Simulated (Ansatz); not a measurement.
```yaml
crystal:
  lattice:
    - [2.51002, 4.34748, -5.50947]
    - [2.51002, 4.34748, 5.50947]
    - [7.53006, -4.34748, 0.00000]
  atoms:
    - { symbol: Si, position: [0.00953, 0.00953, 0.50000] }
    - { symbol: Si, position: [0.26174, 0.26174, 0.00000] }
    - { symbol: Si, position: [0.51380, 0.51380, 0.50000] }
    - { symbol: Si, position: [0.03447, 0.69793, 0.26288] }
    - { symbol: Si, position: [0.28234, 0.95274, 0.76300] }
    - { symbol: Si, position: [0.53605, 0.20546, 0.26095] }
    - { symbol: Si, position: [0.79091, 0.45435, 0.76007] }
    - { symbol: Si, position: [0.95274, 0.28234, 0.23700] }
    - { symbol: Si, position: [0.20546, 0.53605, 0.73905] }
    - { symbol: Si, position: [0.45435, 0.79091, 0.23993] }
    - { symbol: Si, position: [0.69793, 0.03447, 0.73712] }
    - { symbol: O, position: [0.77025, 0.57578, 0.91846] }
    - { symbol: O, position: [0.01831, 0.81178, 0.42171] }
    - { symbol: O, position: [0.27018, 0.06405, 0.92232] }
    - { symbol: O, position: [0.52129, 0.31829, 0.41933] }
    - { symbol: O, position: [0.29437, 0.41958, 0.87197] }
    - { symbol: O, position: [0.54155, 0.67602, 0.37529] }
    - { symbol: O, position: [0.78795, 0.90643, 0.86773] }
    - { symbol: O, position: [0.04200, 0.16463, 0.36971] }
    - { symbol: O, position: [0.99943, 0.45453, 0.70473] }
    - { symbol: O, position: [0.24538, 0.71063, 0.20694] }
    - { symbol: O, position: [0.48996, 0.96341, 0.70321] }
    - { symbol: O, position: [0.74464, 0.20849, 0.20658] }
    - { symbol: O, position: [0.06405, 0.27018, 0.07768] }
    - { symbol: O, position: [0.31829, 0.52129, 0.58067] }
    - { symbol: O, position: [0.57578, 0.77025, 0.08154] }
    - { symbol: O, position: [0.81178, 0.01831, 0.57829] }
    - { symbol: O, position: [0.96341, 0.48996, 0.29679] }
    - { symbol: O, position: [0.20849, 0.74464, 0.79342] }
    - { symbol: O, position: [0.45453, 0.99943, 0.29527] }
    - { symbol: O, position: [0.71063, 0.24538, 0.79306] }
    - { symbol: O, position: [0.90643, 0.78795, 0.13227] }
    - { symbol: O, position: [0.16463, 0.04200, 0.63029] }
    - { symbol: O, position: [0.41958, 0.29437, 0.12803] }
    - { symbol: O, position: [0.67602, 0.54155, 0.62471] }
```

Spin-polarised.

All numbers below come from DFT PBE, scalar-relativistic, plane waves, PAW (Ansatz 0.2.0).

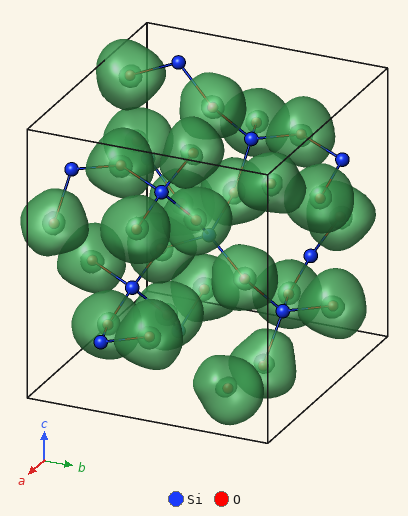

Si₁₁O₂₄ (cell with a defect). Isosurface of the ELF at 0.65 (green), seen at an oblique angle. Only the valence region is drawn (cores and ρ < 0.01 e/Å³ removed). Sticks mark near contacts.

> Describe the localisation domains.

The surface consists of 24 regions on O in which the atom's valence shell and bonds are merged, counted in one cell of 35 atoms. Regions shared between cells count once. Along the contacts the grid gives the following. Si–O (1.62 Å): the ELF peaks at about 0.85 between the atoms; a polar covalent bond. Si–O (1.66 Å): the ELF peaks at about 0.90 between the atoms (a polar covalent bond).
